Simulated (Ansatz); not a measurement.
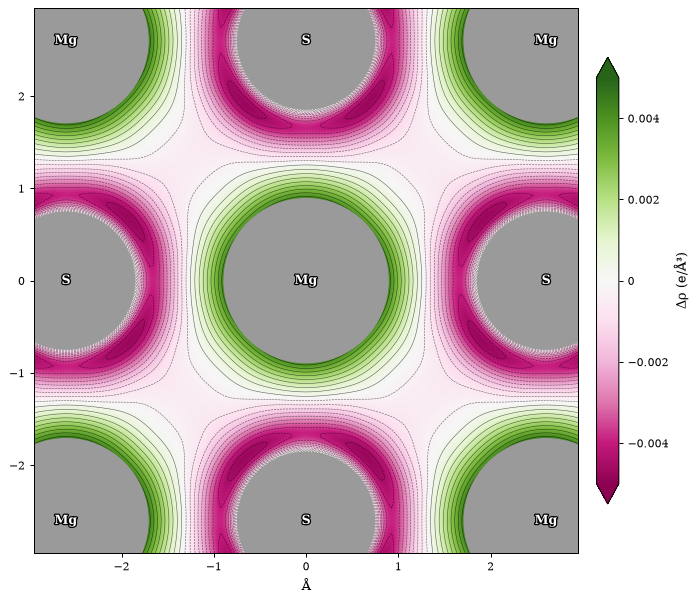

MgS: difference of two self-consistent densities at the same geometry, ρ(LDA) − ρ(PBEsol), on the (100) plane of the conventional cell. Grey discs cover the cores, where the PAW densities can't be compared. Cores are masked to 0.9 Å (Mg) and 0.7 Å (S).

Space group Fm-3m.

Both runs: Ansatz, scalar-relativistic, plane waves and PAW, same cutoff, k-points and PAW files (made with PBE).

What differs between the two levels of theory?

Against PBEsol, and outside the masked cores, the largest gain lies at the edge of the masked core of Mg, and the largest loss, 0.005 e/Å³, lies 1.0 Å from a sulfur nucleus.
- Bader charges are Mg +1.67 and S −1.67 e with PBEsol and Mg +1.64 and S −1.64 e with LDA.
- At this volume the pressure is −1 GPa with PBEsol and −3 GPa with LDA.
- The gap on the mesh is 2.70 eV with PBEsol and 2.56 eV with LDA.
